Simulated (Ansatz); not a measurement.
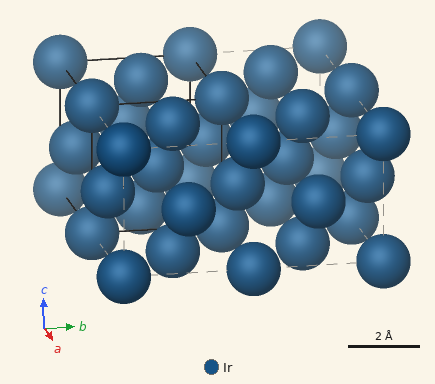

The figure gives a spheres-only picture of the atoms, viewed slightly off an axis. A 2×2×1 array of cells is drawn; the drawn cell (a repeat of the simulation cell) has the solid edges. Cell: a = 3.883 Å, b = 3.802 Å, c = 3.823 Å, α = 91.32°, β = 90.23°, γ = 90.59°.

What is this?

- The element is iridium.
- Strictly the space group is P-1 (No. 2, within 0.01 Å). It is a distorted form of a face-centred cubic structure, space group Fm-3m (No. 225) within 0.25 Å: face-centred cubic (Cu type).
- The cell holds four atoms.
- Ir sits among twelve Ir in a cuboctahedral arrangement at about 2.7 Å.

Origin of the cell: a structure listed in the Materials Project. Earlier steps of the study may have refined or changed the cell and positions. A calculation with Ansatz used it as input.

At this level of theory the cell isn't at rest (compressed, at 11 GPa), so its distances can differ from those at equilibrium, the more so the softer the solid.
